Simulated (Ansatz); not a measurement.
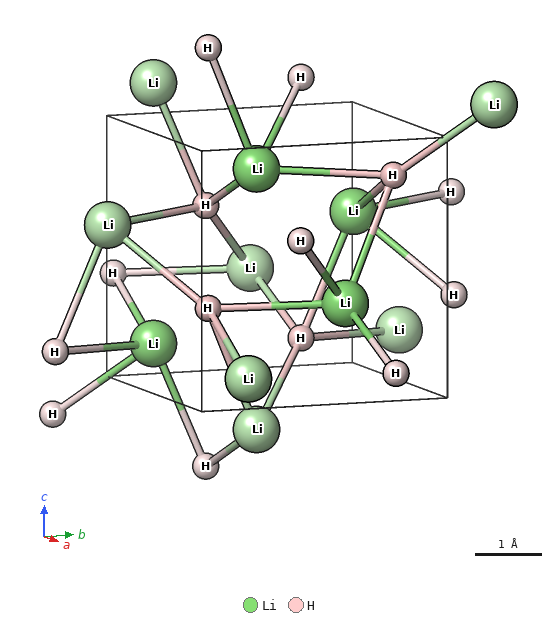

The starting structure (ball-and-stick view of the cell of the calculation, seen slightly off an axis; neighbours outside the cell are drawn fainter). An atom can appear more than once, as a periodic image.

# Geometry relaxation, with input and output: LiH (part 1 of 2)

LiH (P2₁3, 8 atoms in the cell), computed with DFT, PBEsol, plane waves, PAW, no spin polarisation (Ansatz 0.2.0).

The structure was built on a prototype by a generator.

### Log
```
Engine: ansatz 0.2.0, aarch64-unknown-linux-gnu
Pseudopotentials: kind: paw
Pseudopotential: Li, paw, valence charge 3, recommended cutoff 420 eV (normal), Li.paw.azcp
Pseudopotential: H, paw, valence charge 1, recommended cutoff 420 eV (normal), H.paw.azcp
Functional definition: PBEsol
  exchange = pbesol_x
  correlation = pbesol_c
Crystal: 8 atoms, lattice volume = 64.831 Å³
Basis set: ecut = 420 eV, 1309 PW (Γ), exchange–correlation on 54×54×54 points (8 copies of the dense FFT grid, shifted against one another)
Bands: 16, of which v1, the nominal top of the filled ones, is band 8 counted from 1 (7 counted from 0)
Symmetry: 12 space group operations
Space group: P213 (ITA 198), of the structure as read, at distance tolerance 4.0e-5 Å
k-points: 24 of 216 (time reversal used)
Non-local potential: Li, projectors of the file, l = 0: 3, l = 1: 2, l = 2: 1
Non-local potential: H, projectors of the file, l = 0: 2, l = 1: 1
PAW form: soft (Blöchl's): semilocal exchange-correlation on the pseudo side does not see the compensation charge
PAW one-centre angular grid: Li, 110 points (default); XC on 64 Gauss nodes
PAW one-centre angular grid: H, 110 points (default); XC on 64 Gauss nodes
Initial density: superposition of atomic densities (neutral atoms: chi_scale 0, normalization atom), corrected by the library's trained network
Initial wavefunctions: pseudopotential atomic-orbital guess
Functional: x = pbesol(κ = 0.804, μ = 0.12345679012345678), c = pbesol(β = 0.046)
SCF iter   1: F=—  HF=-875.421756 eV  |F-HF|=—  |Δ(HF+E_count)|=         —  Δρ=5.00e-3  dr2=9.32e-3  ethr=1.77e-3  ⟨swp⟩=4.9  Hψ=1794  notcnv=0
preconditioner: auto → none  [insulator: Δε(μ)=2.871 eV  Ē_g=9.451 eV  σ=0.030 eV  W_gap=1.00  n_scr=6 (ndim 8)  ℏωp=13.0 eV  f_vac=0.000  D(μ)=0.00/eV (n_scr^D=0)  ε∞_Penn≈2.9]
SCF iter   2: F=—  HF=-875.417667 eV  |F-HF|=—  |Δ(HF+E_count)|=   4.09e-3  Δρ=1.82e-3  dr2=1.09e-3  ethr=5.83e-5  ⟨swp⟩=1.9  Hψ=640  notcnv=0  defer=39
SCF iter   3: F=—  HF=-875.417158 eV  |F-HF|=—  |Δ(HF+E_count)|=   5.09e-4  Δρ=1.22e-4  dr2=6.29e-6  ethr=6.79e-6  ⟨swp⟩=2.7  Hψ=543  notcnv=0  defer=39
SCF iter   4: F=—  HF=-875.417161 eV  |F-HF|=—  |Δ(HF+E_count)|=   2.50e-6  Δρ=2.02e-5  dr2=1.28e-7  ethr=3.93e-8  ⟨swp⟩=2.1  Hψ=505  notcnv=0  defer=39
iter 5 did not close the SCF: its close was put off for the readings that it lacked (scf_convergence_deferred on its scf_iter line)
SCF iter   5: F=-875.417161 eV  HF=-875.417161 eV  |F-HF|=1.90e-9  |Δ(HF+E_count)|=   1.33e-7  Δρ=2.28e-6  dr2=3.27e-9  ethr=8.00e-10  ⟨swp⟩=2.7  Hψ=507  notcnv=0  defer=39
SCF iter   6: F=-875.417161 eV  HF=-875.417161 eV  |F-HF|=4.77e-12  |Δ(HF+E_count)|=   1.23e-9  Δρ=1.17e-7  dr2=2.74e-12  ethr=2.05e-11  ⟨swp⟩=3.3  Hψ=1288  notcnv=0
SCF 1 converged in 6 iterations: F = -875.417161 eV  dr2 = 2.74e-12
  greatest PAW one-centre occupation: 1.000 electrons in one spin orbital (limit 2), on the Li atom at site 3 (counted from 0), in its partial waves of l = 0
relax step   1: F+E_penalty+E_count = -875.41716067 eV  Δ(F+E_penalty+E_count) = +0.000e0 eV  max|allowed force component| = 4.026e-1 eV/Å  Δτ_max = 0.0000 Å  P = +0.233 GPa  Ω = 64.831 Å³  (6 SCF iters, accepted)
Crystal: 8 atoms, lattice volume = 64.964 Å³
Initial density: handed on by an earlier stage of this run
Initial wavefunctions: those handed on with the density
iter 1 solved again at ethr=1.32e-3 eV; its pass at ethr=3.10e-3 eV (dr2=2.12e-1 eV) is discarded
SCF iter   1: F=—  HF=-876.103078 eV  |F-HF|=—  |Δ(HF+E_count)|=         —  Δρ=1.81e-2  dr2=2.13e-1  ethr=1.32e-3  ⟨swp⟩=1.0  Hψ=2426  notcnv=0
preconditioner: auto → none  [insulator: Δε(μ)=3.394 eV  Ē_g=9.658 eV  σ=0.030 eV  W_gap=1.00  n_scr=6 (ndim 8)  ℏωp=13.0 eV  f_vac=0.000  D(μ)=0.00/eV (n_scr^D=0)  ε∞_Penn≈2.8]
SCF iter   2: F=—  HF=-876.049332 eV  |F-HF|=—  |Δ(HF+E_count)|=   5.37e-2  Δρ=7.59e-3  dr2=3.46e-2  ethr=1.32e-3  ⟨swp⟩=1.0  Hψ=384  notcnv=0
SCF iter   3: F=—  HF=-876.039907 eV  |F-HF|=—  |Δ(HF+E_count)|=   9.42e-3  Δρ=3.39e-4  dr2=3.39e-5  ethr=2.16e-4  ⟨swp⟩=2.2  Hψ=560  notcnv=0
SCF iter   4: F=—  HF=-876.039939 eV  |F-HF|=—  |Δ(HF+E_count)|=   3.24e-5  Δρ=7.71e-5  dr2=1.69e-6  ethr=5.00e-9  ⟨swp⟩=7.0  Hψ=1792  notcnv=0
SCF iter   5: F=-876.039940 eV  HF=-876.039940 eV  |F-HF|=3.81e-10  |Δ(HF+E_count)|=   1.06e-6  Δρ=3.44e-6  dr2=6.76e-9  ethr=5.00e-9  ⟨swp⟩=6.0  Hψ=1431  notcnv=0
SCF 2 converged in 5 iterations: F = -876.039940 eV  dr2 = 6.76e-9
relax step   2: F+E_penalty+E_count = -876.03994028 eV  Δ(F+E_penalty+E_count) = -6.228e-1 eV  max|allowed force component| = 3.275e-1 eV/Å  Δτ_max = 0.1953 Å  P = +0.641 GPa  Ω = 64.964 Å³  energy of the carried Pulay correction = -8.236e-5 eV  (5 SCF iters, dr2 threshold 8.00e-7 eV, accepted)
Crystal: 8 atoms, lattice volume = 65.239 Å³
iter 1 solved again at ethr=9.46e-4 eV; its pass at ethr=3.10e-3 eV (dr2=1.51e-1 eV) is discarded
SCF iter   1: F=—  HF=-876.834341 eV  |F-HF|=—  |Δ(HF+E_count)|=         —  Δρ=1.58e-2  dr2=1.51e-1  ethr=9.46e-4  ⟨swp⟩=1.1  Hψ=2429  notcnv=0
preconditioner: auto → none  [insulator: Δε(μ)=3.258 eV  Ē_g=9.931 eV  σ=0.030 eV  W_gap=1.00  n_scr=6 (ndim 8)  ℏωp=13.0 eV  f_vac=0.000  D(μ)=0.00/eV (n_scr^D=0)  ε∞_Penn≈2.7]
SCF iter   2: F=—  HF=-876.795725 eV  |F-HF|=—  |Δ(HF+E_count)|=   3.86e-2  Δρ=6.62e-3  dr2=2.30e-2  ethr=9.44e-4  ⟨swp⟩=1.0  Hψ=384  notcnv=0
SCF iter   3: F=—  HF=-876.790254 eV  |F-HF|=—  |Δ(HF+E_count)|=   5.47e-3  Δρ=4.53e-4  dr2=4.22e-5  ethr=1.44e-4  ⟨swp⟩=3.0  Hψ=672  notcnv=0
SCF iter   4: F=—  HF=-876.790288 eV  |F-HF|=—  |Δ(HF+E_count)|=   3.40e-5  Δρ=7.02e-5  dr2=7.67e-7  ethr=5.00e-9  ⟨swp⟩=6.8  Hψ=1515  notcnv=0
SCF iter   5: F=-876.790289 eV  HF=-876.790289 eV  |F-HF|=3.27e-9  |Δ(HF+E_count)|=   9.38e-7  Δρ=3.92e-6  dr2=2.15e-9  ethr=4.79e-9  ⟨swp⟩=4.0  Hψ=1537  notcnv=0
SCF 3 converged in 5 iterations: F = -876.790289 eV  dr2 = 2.15e-9
  greatest PAW one-centre occupation: 1.000 electrons in one spin orbital (limit 2), on the Li atom at site 1 (counted from 0), in its partial waves of l = 0
relax step   3: F+E_penalty+E_count = -876.79028888 eV  Δ(F+E_penalty+E_count) = -7.503e-1 eV  max|allowed force component| = 4.022e-1 eV/Å  Δτ_max = 0.1949 Å  P = +1.006 GPa  Ω = 65.239 Å³  energy of the carried Pulay correction = -2.525e-4 eV  (5 SCF iters, dr2 threshold 8.00e-7 eV, accepted)
Crystal: 8 atoms, lattice volume = 65.133 Å³
iter 1 solved again at ethr=1.17e-4 eV; its pass at ethr=3.10e-3 eV (dr2=1.87e-2 eV) is discarded
SCF iter   1: F=—  HF=-877.448631 eV  |F-HF|=—  |Δ(HF+E_count)|=         —  Δρ=7.42e-3  dr2=1.86e-2  ethr=1.17e-4  ⟨swp⟩=1.6  Hψ=2440  notcnv=0
preconditioner: auto → none  [insulator: Δε(μ)=2.990 eV  Ē_g=10.153 eV  σ=0.030 eV  W_gap=1.00  n_scr=6 (ndim 8)  ℏωp=13.0 eV  f_vac=0.000  D(μ)=0.00/eV (n_scr^D=0)  ε∞_Penn≈2.6]
SCF iter   2: F=—  HF=-877.448380 eV  |F-HF|=—  |Δ(HF+E_count)|=   2.51e-4  Δρ=3.40e-3  dr2=2.95e-3  ethr=1.17e-4  ⟨swp⟩=2.0  Hψ=517  notcnv=0
SCF iter   3: F=—  HF=-877.449247 eV  |F-HF|=—  |Δ(HF+E_count)|=   8.67e-4  Δρ=3.84e-4  dr2=2.32e-5  ethr=1.85e-5  ⟨swp⟩=2.0  Hψ=480  notcnv=0
SCF iter   4: F=—  HF=-877.449276 eV  |F-HF|=—  |Δ(HF+E_count)|=   2.88e-5  Δρ=2.63e-5  dr2=7.85e-8  ethr=5.00e-9  ⟨swp⟩=5.1  Hψ=1637  notcnv=0
SCF iter   5: F=-877.449276 eV  HF=-877.449276 eV  |F-HF|=1.00e-9  |Δ(HF+E_count)|=   1.15e-7  Δρ=2.60e-6  dr2=8.04e-10  ethr=4.91e-10  ⟨swp⟩=4.0  Hψ=1632  notcnv=0
SCF 4 converged in 5 iterations: F = -877.449276 eV  dr2 = 8.04e-10
relax step   4: F+E_penalty+E_count = -877.44927564 eV  Δ(F+E_penalty+E_count) = -6.590e-1 eV  max|allowed force component| = 3.845e-1 eV/Å  Δτ_max = 0.1954 Å  P = +0.142 GPa  Ω = 65.133 Å³  energy of the carried Pulay correction = -1.870e-4 eV  (5 SCF iters, dr2 threshold 8.00e-7 eV, accepted)
Crystal: 8 atoms, lattice volume = 64.405 Å³
Basis set: ecut = 420 eV, 1237 PW (Γ), exchange–correlation on 54×54×54 points (8 copies of the dense FFT grid, shifted against one another)
iter 1 solved again at ethr=2.09e-5 eV; its pass at ethr=3.10e-3 eV (dr2=3.34e-3 eV) is discarded
SCF iter   1: F=—  HF=-877.888183 eV  |F-HF|=—  |Δ(HF+E_count)|=         —  Δρ=4.89e-3  dr2=3.72e-3  ethr=2.09e-5  ⟨swp⟩=1.6  Hψ=2447  notcnv=0
preconditioner: auto → none  [insulator: Δε(μ)=2.790 eV  Ē_g=10.366 eV  σ=0.030 eV  W_gap=1.00  n_scr=6 (ndim 8)  ℏωp=13.1 eV  f_vac=0.000  D(μ)=0.00/eV (n_scr^D=0)  ε∞_Penn≈2.6]
SCF iter   2: F=—  HF=-877.891788 eV  |F-HF|=—  |Δ(HF+E_count)|=   3.60e-3  Δρ=2.47e-3  dr2=8.28e-4  ethr=2.09e-5  ⟨swp⟩=1.0  Hψ=384  notcnv=0
SCF iter   3: F=—  HF=-877.893074 eV  |F-HF|=—  |Δ(HF+E_count)|=   1.29e-3  Δρ=1.26e-4  dr2=1.85e-6  ethr=5.17e-6  ⟨swp⟩=2.0  Hψ=567  notcnv=0
SCF iter   4: F=—  HF=-877.893078 eV  |F-HF|=—  |Δ(HF+E_count)|=   3.76e-6  Δρ=4.02e-6  dr2=3.74e-9  ethr=5.00e-9  ⟨swp⟩=7.0  Hψ=1548  notcnv=0
SCF iter   5: F=-877.893078 eV  HF=-877.893078 eV  |F-HF|=4.54e-10  |Δ(HF+E_count)|=   1.05e-8  Δρ=8.99e-7  dr2=1.59e-10  ethr=2.34e-11  ⟨swp⟩=3.0  Hψ=1478  notcnv=0
SCF 5 converged in 5 iterations: F = -877.893078 eV  dr2 = 1.59e-10
relax step   5: F+E_penalty+E_count = -877.89307773 eV  Δ(F+E_penalty+E_count) = -4.438e-1 eV  max|allowed force component| = 1.978e-1 eV/Å  Δτ_max = 0.1948 Å  P = -0.516 GPa  Ω = 64.405 Å³  energy of the carried Pulay correction = +2.652e-4 eV  (5 SCF iters, dr2 threshold 8.00e-7 eV, accepted)
Crystal: 8 atoms, lattice volume = 63.530 Å³
iter 1 solved again at ethr=1.43e-5 eV; its pass at ethr=3.10e-3 eV (dr2=2.29e-3 eV) is discarded
SCF iter   1: F=—  HF=-878.006882 eV  |F-HF|=—  |Δ(HF+E_count)|=         —  Δρ=4.02e-3  dr2=1.86e-3  ethr=1.43e-5  ⟨swp⟩=1.5  Hψ=2410  notcnv=0
preconditioner: auto → none  [insulator: Δε(μ)=2.741 eV  Ē_g=10.509 eV  σ=0.030 eV  W_gap=1.00  n_scr=6 (ndim 8)  ℏωp=13.2 eV  f_vac=0.000  D(μ)=0.00/eV (n_scr^D=0)  ε∞_Penn≈2.6]
SCF iter   2: F=—  HF=-878.009078 eV  |F-HF|=—  |Δ(HF+E_count)|=   2.20e-3  Δρ=2.01e-3  dr2=4.47e-4  ethr=1.16e-5  ⟨swp⟩=1.0  Hψ=384  notcnv=0
SCF iter   3: F=—  HF=-878.009860 eV  |F-HF|=—  |Δ(HF+E_count)|=   7.82e-4  Δρ=4.99e-5  dr2=2.88e-7  ethr=2.80e-6  ⟨swp⟩=2.0  Hψ=480  notcnv=0
SCF iter   4: F=-878.009861 eV  HF=-878.009861 eV  |F-HF|=5.38e-9  |Δ(HF+E_count)|=   7.05e-7  Δρ=3.41e-6  dr2=2.42e-9  ethr=1.80e-9  ⟨swp⟩=6.0  Hψ=1440  notcnv=0
SCF 6 converged in 4 iterations: F = -878.009861 eV  dr2 = 2.42e-9
relax step   6: F+E_penalty+E_count = -878.00986086 eV  Δ(F+E_penalty+E_count) = -1.168e-1 eV  max|allowed force component| = 7.891e-3 eV/Å  Δτ_max = 0.1400 Å  P = -0.255 GPa  Ω = 63.530 Å³  energy of the carried Pulay correction = +8.156e-4 eV  (4 SCF iters, dr2 threshold 8.00e-7 eV, accepted)
Crystal: 8 atoms, lattice volume = 63.154 Å³
iter 1 solved again at ethr=5.90e-7 eV; its pass at ethr=3.10e-3 eV (dr2=9.43e-5 eV) is discarded
SCF iter   1: F=—  HF=-878.010671 eV  |F-HF|=—  |Δ(HF+E_count)|=         —  Δρ=4.36e-4  dr2=9.25e-5  ethr=5.90e-7  ⟨swp⟩=1.7  Hψ=2064  notcnv=0
preconditioner: auto → none  [insulator: Δε(μ)=2.733 eV  Ē_g=10.544 eV  σ=0.030 eV  W_gap=1.00  n_scr=6 (ndim 8)  ℏωp=13.2 eV  f_vac=0.000  D(μ)=0.00/eV (n_scr^D=0)  ε∞_Penn≈2.6]
SCF iter   2: F=—  HF=-878.010645 eV  |F-HF|=—  |Δ(HF+E_count)|=   2.63e-5  Δρ=1.56e-4  dr2=1.04e-5  ethr=5.78e-7  ⟨swp⟩=1.1  Hψ=396  notcnv=0
SCF iter   3: F=-878.010643 eV  HF=-878.010643 eV  |F-HF|=6.03e-8  |Δ(HF+E_count)|=   2.15e-6  Δρ=2.14e-5  dr2=6.80e-8  ethr=1.02e-9  ⟨swp⟩=4.8  Hψ=1577  notcnv=0
SCF 7 converged in 3 iterations: F = -878.010643 eV  dr2 = 6.80e-8
relax step   7: F+E_penalty+E_count = -878.01064306 eV  Δ(F+E_penalty+E_count) = -7.822e-4 eV  max|allowed force component| = 2.890e-4 eV/Å  Δτ_max = 0.0055 Å  P = -0.036 GPa  Ω = 63.154 Å³  energy of the carried Pulay correction = +1.054e-3 eV  (3 SCF iters, dr2 threshold 1.63e-7 eV, accepted)
Initial wavefunctions: pseudopotential atomic-orbital guess (no wavefunctions were taken with the density)
iter 1 solved again at ethr=3.23e-9 eV; its pass at ethr=3.10e-3 eV (dr2=5.17e-7 eV) is discarded
SCF iter   1: F=—  HF=-878.009543 eV  |F-HF|=—  |Δ(HF+E_count)|=         —  Δρ=7.06e-5  dr2=3.92e-7  ethr=3.23e-9  ⟨swp⟩=3.0  Hψ=2726  notcnv=0
preconditioner: auto → none  [insulator: Δε(μ)=2.728 eV  Ē_g=10.542 eV  σ=0.030 eV  W_gap=1.00  n_scr=6 (ndim 8)  ℏωp=13.2 eV  f_vac=0.000  D(μ)=0.00/eV (n_scr^D=0)  ε∞_Penn≈2.6]
SCF iter   2: F=—  HF=-878.009544 eV  |F-HF|=—  |Δ(HF+E_count)|=   1.05e-6  Δρ=3.51e-5  dr2=8.94e-8  ethr=2.45e-9  ⟨swp⟩=1.2  Hψ=404  notcnv=0
SCF iter   3: F=—  HF=-878.009545 eV  |F-HF|=—  |Δ(HF+E_count)|=   3.81e-7  Δρ=1.78e-6  dr2=2.27e-10  ethr=5.59e-10  ⟨swp⟩=2.0  Hψ=480  notcnv=0
SCF iter   4: F=-878.009545 eV  HF=-878.009545 eV  |F-HF|=2.39e-12  |Δ(HF+E_count)|=   1.24e-9  Δρ=6.23e-8  dr2=5.45e-13  ethr=1.00e-12  ⟨swp⟩=4.2  Hψ=1073  notcnv=0
SCF 8 converged in 4 iterations: F = -878.009545 eV  dr2 = 5.45e-13
relax step   8: F+E_penalty+E_count = -878.00954482 eV  Δ(F+E_penalty+E_count) = +1.098e-3 eV  max|allowed force component| = 2.956e-4 eV/Å  Δτ_max = 0.0000 Å  P = -0.037 GPa  Ω = 63.154 Å³  stress off target by 3.74e-2 GPa  SCF on the basis re-selected at this cell (its energy is not comparable with the rows above)  (4 SCF iters)
```

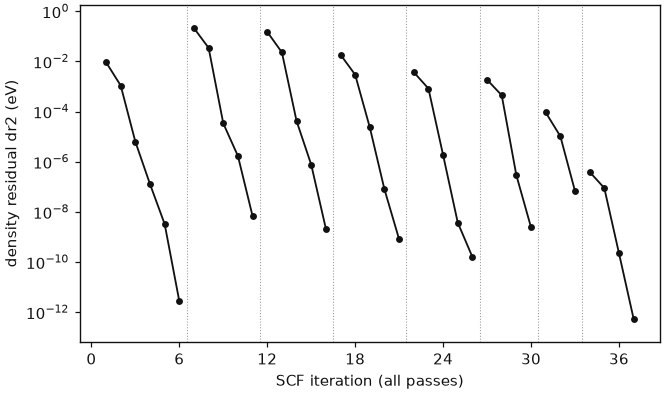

Convergence of the self-consistent field: density residual dr2 against the SCF iteration. The dotted lines part the SCF passes of the relaxation: geometry steps, rejected trials and re-solves on a re-selected basis. The 8 passes take 3 to 6 iterations each, 37 in all.

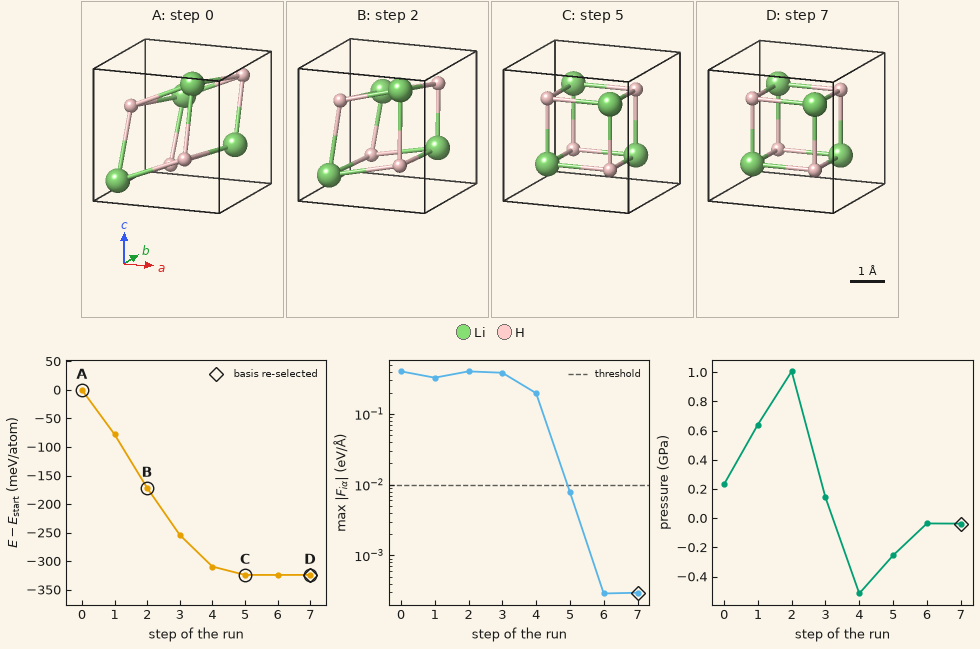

Frames of the relaxation (ball-and-stick view of the cell of the calculation, seen slightly off an axis) above the curves, on which the letters mark them (the first geometry is step 0 here and step 1 in the log).

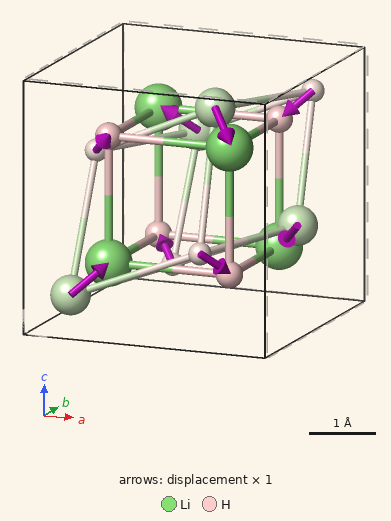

Start (faint) and end (solid) with the displacements (without the part carried along by the change of the cell) as pink arrows, at true length (ball-and-stick view of the cell of the calculation, seen slightly off an axis). The energy falls by 324 meV per atom in 6 geometry steps. The largest force component goes from 0.4 to 0.0003 eV/Å. Pressure: 0.23 GPa at the start and −0.04 GPa at the end. The largest moves relative to the cell, 0.78 Å, are those of Li1, Li2, Li3 and Li4. Largest moves by element: Li 0.78 Å, H 0.63 Å. The drawn cell changes as follows: a = b = c 4.017 → 3.982 Å (−0.9 %); the volume changes by −2.6 %. Among the contacts that change: Li1–H5 2.057 → 3.448 Å, Li1–H6 2.253 → 1.991 Å. Among the angles that change: Li1–H7–Li1 135.2° → 180.0°, H5–Li2–H5 135.2° → 180.0°, Li1–H7–Li2 114.6° → 90.0°. The space group (tolerance 0.01 Å) goes from P2_13 (No. 198) to Fm-3m (No. 225). A last SCF at the same geometry on a re-selected plane-wave basis shifts the energy by +0.1 meV per atom. (Atoms are counted from 1 in the order of the input.)

```
basis re-selected at this cell: Δ(F+E_penalty+E_count) = +1.098e-3 eV, ΔP = -0.001 GPa vs the last step (what re-selecting the basis moved, of the pressure what is left beyond the Pulay correction that the steps carried, after the strain that the cell walked since its last selection, with what the two solves' SCF thresholds leave and, on support functions, any second-order correction that the steps lacked; it is no measure of the basis error at this ecutwfc). This SCF's stress stands 3.74e-2 GPa from its target on what of the cell is left free (relax.cell.stress_tol is 5.00e-2 GPa) and its largest allowed force component is 2.96e-4 eV/Å (relax.f_tol is 1.00e-2 eV/Å): within both
SCF converged after 4 iterations
Free energy (F): -878.009545 eV
Harris-Foulkes:  -878.009545 eV  (|F-HF|=2.39e-12)
Internal energy: -878.009545 eV  (E = F + TS)
E sigma→0 (E₀):  -878.009545 eV
Fermi energy:    2.277438 eV
```
